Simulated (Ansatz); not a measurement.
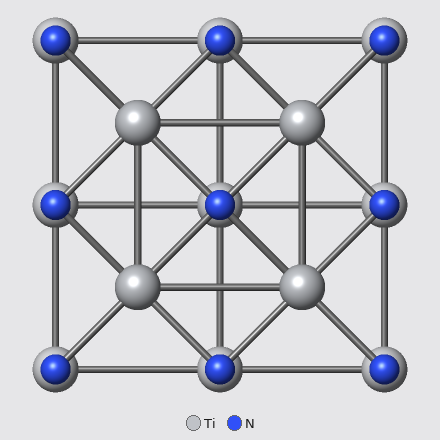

The system is H on a TiN(100) slab cut from the Fm-3m phase, its upper half relaxed before the scan (24 atoms of substrate and one adsorbate in a 2 × 2 cell); the picture shows it without the atoms that are moved over the map. H is moved over the surface cell at a fixed height above a rigid substrate; the origin of the map has the adsorbate above N21; the height is held at 3.10 Å. Places are given modulo a cell vector. The map is drawn in real space over the plane of the surface. The scan uses a 6 × 6 grid; 10 points were computed and 26 follow by symmetry. Places are given in fractions of the 1 × 1 surface cell. Energies: meV, counted from the lowest grid point. The runs have no spin polarisation, so an open-shell adsorbate far from the surface lies too high. At a fixed height the lowest place need not be the adsorption site. Theory: DFT PBE+D3(BJ), scalar-relativistic, plane waves, PAW (Ansatz 0.2.0). Settings: cutoff 420 eV, k-mesh 5×5×1, gaussian smearing 0.1 eV, no spin polarisation.

Range: position of H25 along the first surface vector from 0.000 to 0.833; position of H25 along the second surface vector from 0.000 to 0.833.

Q: What landscape does the calculation give?

A: The lowest grid point is at the top site over a surface Ti atom, (3/6, 3/6) of the cell vectors. It is the only kind of minimum in the scanned range. The highest grid point, the top site over a surface N atom, (0/6, 0/6) of the cell vectors, lies 158 meV above the lowest. On the interpolated surface the easiest way out of the lowest well to its copy in the next cell or period passes a barrier of about 85 meV. At the lowest point the adsorbate has 1 Ti at 3.31 Å as nearest neighbours, at the highest 1 N at 3.10 Å.

```csv
"second ↓, first →",0/6,1/6,2/6,3/6,4/6,5/6
5/6,139,120,82,63,82,120
4/6,103,82,41,21,41,82
3/6,85,63,21,0,21,63
2/6,103,82,41,21,41,82
1/6,139,120,82,63,82,120
0/6,158,139,103,85,103,139
```

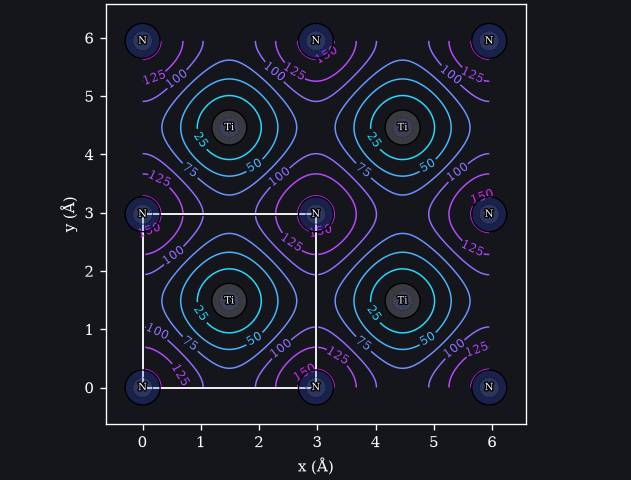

The picture shows contour lines labelled in meV, labelled circles for the atoms of the top layer and small ones for the second layer, the outline of one cell of the 2 × 2 shown. Between grid points the surface is interpolated.

Time for the 10 points that were run: 12 min on 4 threads of Arm Neoverse V2, with other jobs on the host.

PAW datasets: the set soft_1.
